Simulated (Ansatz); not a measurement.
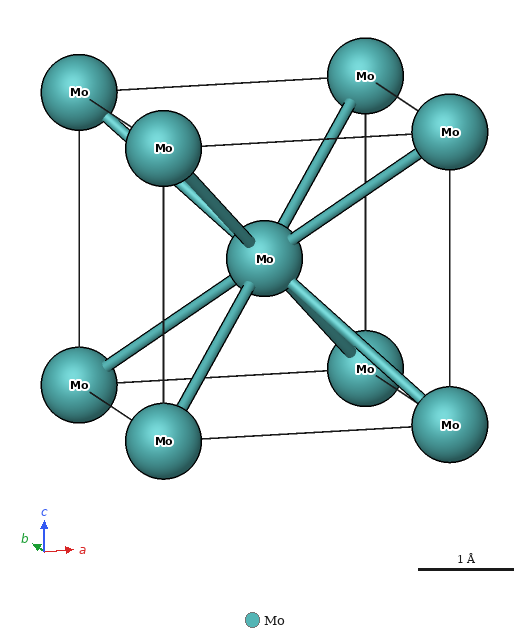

Normal modes of solid Mo, space group Im-3m (No. 229), at the zone centre of a doubled cell. Style: ball-and-stick. Shown: the conventional cell, from a free direction. Lengths and directions refer to the drawn axes.

The calculation used DFT PBEsol, scalar-relativistic, plane waves, PAW (Ansatz). Settings: plane-wave cutoff 420 eV; k-point mesh 16 × 16 × 16; occupations gaussian; smearing width 0.15 eV; no spin polarisation.

Give the spectrum at this point.

Answer. The calculation's cell holds 2 atoms, so there are 3 modes besides the translations, in 1 level. No level is unstable.

| level | degeneracy | frequency (cm⁻¹) | origin |
| --- | --- | --- | --- |
| 1 | 3 | 157 | zone boundary |

The modes drawn as arrows (one member of each degenerate set):

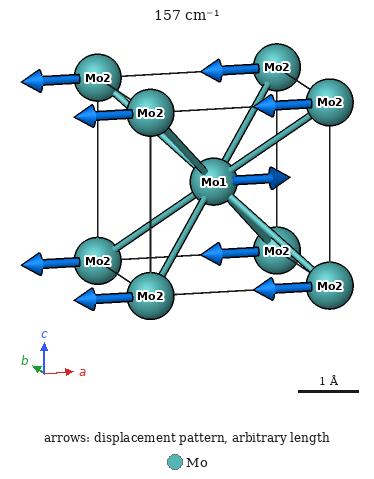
